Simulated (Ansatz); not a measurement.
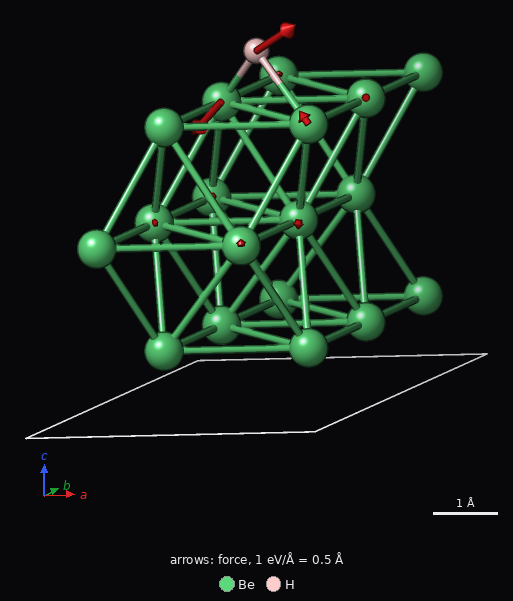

Starting geometry of a slab of composition Be18H with the computed forces as red arrows. A ball-and-stick model of the cell of the calculation, outlined in the plane, without the vacuum (origin shifted), seen slightly off an axis.

It is H on Be(0001), set down by a guess. The run prepares an end point of a later path (adatom hop) calculation, from a guessed geometry. 6 atoms are held fixed.

Level of theory: DFT PBEsol, scalar-relativistic, plane waves, PAW (Ansatz). Settings: plane-wave cutoff 420 eV; k-point mesh 6 × 4 × 1; occupations gaussian; smearing width 0.1 eV; no spin polarisation; atoms relaxed in a fixed cell; force threshold 0.03 eV/Å; at most 60 steps.

What follows when this structure is relaxed?

It isn't relaxed: the largest force vector, on the H atom, is 2.24 eV/Å. The final displacements have little in common with the starting forces (cosine between the two patterns 0.24). Over 5 accepted moves (6 points after the start) the energy falls by 0.524 eV per cell of the calculation. Largest force component: 1.6 eV/Å at the start, 0.026 eV/Å at the end. 1 step only repeated the SCF at the same geometry. The largest move is that of the H atom, 0.69 Å within the plane. Largest moves by element: H 0.69 Å, Be 0.12 Å. The cell stays as it was. Among the contacts that change: Be–H 2.192 → 1.570 Å, Be–H 1.301 → 1.572 Å, Be–H 1.694 → 1.573 Å, Be–Be 2.229 → 2.328 Å.

Limits of the set-up: the periodic images lie only 4.6 Å apart, so the values are limited by the cell's size.
